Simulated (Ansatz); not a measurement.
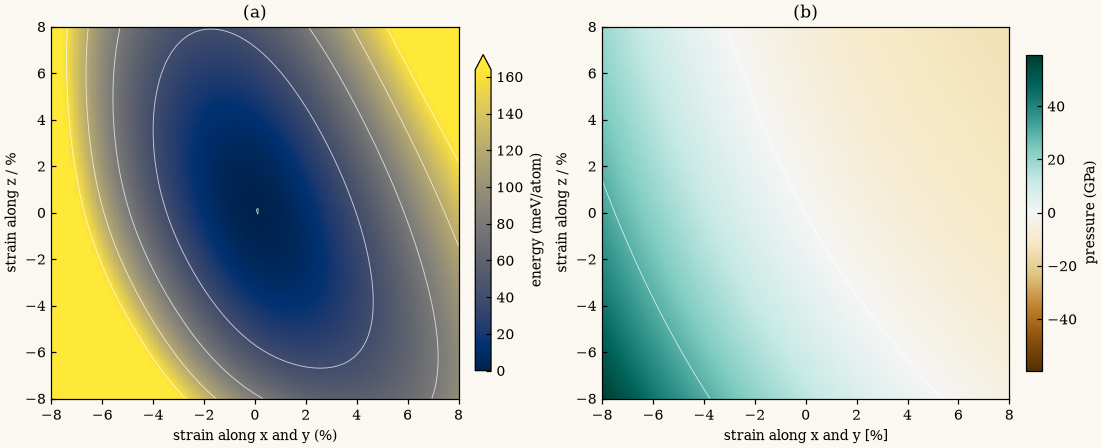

Ag (P6_3/mmc, No. 194; 2 atoms in the cell). 
- The cell is strained homogeneously, by one strain along x and y and another along z, with fractional coordinates fixed (x along [1 0 0], z along [0 0 1] of the conventional cell).
- The first coordinate is: strain along x and y; the second: strain along z.
- The scan uses a 5 × 5 grid.
- Points are written as (first, second).
- Energies are in meV/atom, from the lowest grid point.
- Theory: Ansatz, DFT PBEsol, scalar-relativistic, plane waves, PAW. Settings: cutoff 420 eV, k-mesh 24×24×14 in the order of the run's cell vectors, gaussian smearing 0.15 eV, no spin polarisation.

Panel (a) is the energy; panel (b) is the computed pressure, in GPa.

The picture shows a smooth colour map with a few white contour lines, one colour for all values above the top of the scale. Between grid points the surface is interpolated.

Question: How does the pressure vary over the map, and what is it at the lowest grid point?

Answer: It runs from −14 GPa at (8 %, 8 %) to 59 GPa at (−8 %, −8 %). At the lowest grid point, (0 %, 0 %), it is 0 GPa.
